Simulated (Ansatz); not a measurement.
**SnSe2: density, localisation and related maps**

```xyz
3
Lattice="3.8110 0.0000 0.0000 -1.9055 3.3004 0.0000 0.0000 0.0000 6.1360" Properties=species:S:1:pos:R:3 pbc="T T T"
Sn    0.0000    0.0000    0.0000
Se    0.0000    2.2003    1.5279
Se    1.9055    1.1001    4.6081
```

Space group P-3m1; not relaxed (largest force 0.8 eV/Å); computed pressure about 3 GPa in this cell.

Level of theory: Ansatz 0.2.0, DFT PBE+D3(BJ), scalar-relativistic, plane waves, PAW.

In a PAW calculation such maps are meaningful between the atoms, not at the nuclei.

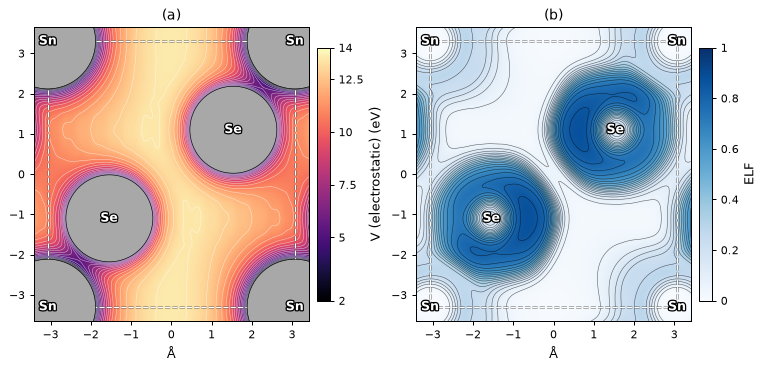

Figure 1. (a) electrostatic potential energy of an electron; (b) ELF on the (110) plane of the conventional cell. Grey discs cover the atomic cores in the potential map.

Read the bonding off the picture.

- Atoms in the plane: Sn and Se.
- Sn–Se (2.68 Å): the ELF is about 0.60 at the midpoint.
- The ELF also peaks beside Se, away from the bonds: lone-pair regions.
- Outside the cores the potential energy rises away from the atoms and is highest about 2.4 Å from the nearest atoms; its zero is arbitrary.

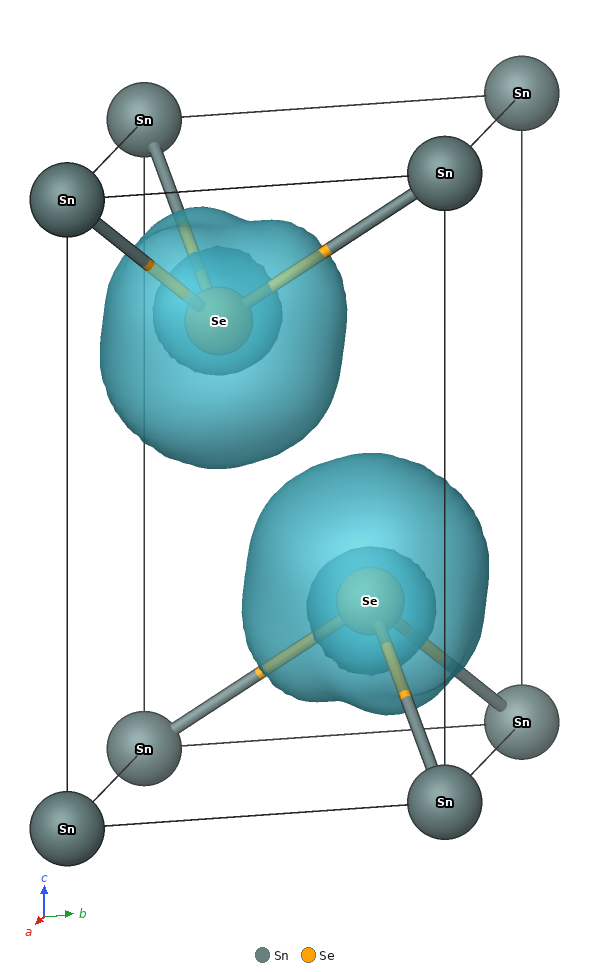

Figure 2. Isosurface of the electron localisation function at 0.7 (cyan), seen slightly off an axis. Core shells and regions of very low density are left out. Sticks mark near contacts.

Identify the bonds, lone pairs and shells in this picture.

The surface consists of two regions wrapped around Se (the valence shell of each), counted in one cell of 3 atoms. Regions shared between cells count once.

Does the calculation give a band gap?

It is gapped, with a Kohn–Sham gap of 0.72 eV on the k-point mesh, an upper bound to the gap of this method.
